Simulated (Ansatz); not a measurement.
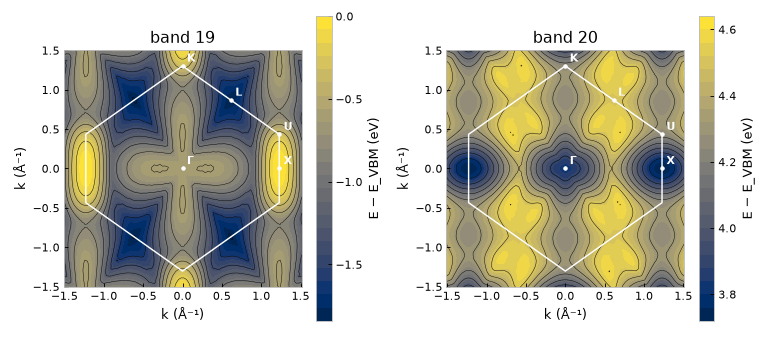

Two bands of HfO$_{2}$ (Fm-3m) over the plane through Γ, X and L: the highest mostly filled and the lowest mostly empty one.

Computed with Ansatz, DFT PBE, scalar-relativistic, plane waves, PAW; levels and slopes on a dense k mesh at the converged density. No spin polarisation. k mesh for the levels: 34×34×34. The geometry was not relaxed.

Give both levels and their distance at the named points.

| point | lower band (eV) | upper band (eV) | distance (eV) |
| --- | --- | --- | --- |
| Γ | −0.61 | 3.82 | 4.43 |
| X | 0.00 | 3.72 | 3.72 |
| L | −1.81 | 4.52 | 6.32 |

Where are the band edges of the whole zone?

The valence band has three equivalent maxima at X, principal masses 0.29, 3.16 and 3.16 mₑ; the conduction band has three equivalent minima at X, principal masses 0.74, 0.74 and 1.23 mₑ. The gap is direct, 3.72 eV at this level of theory, which underestimates gaps and can reorder valleys that lie close.

Spin-orbit coupling, left out here, can change the gap, its kind, the place of the band edges and the masses, since the compound holds Hf.
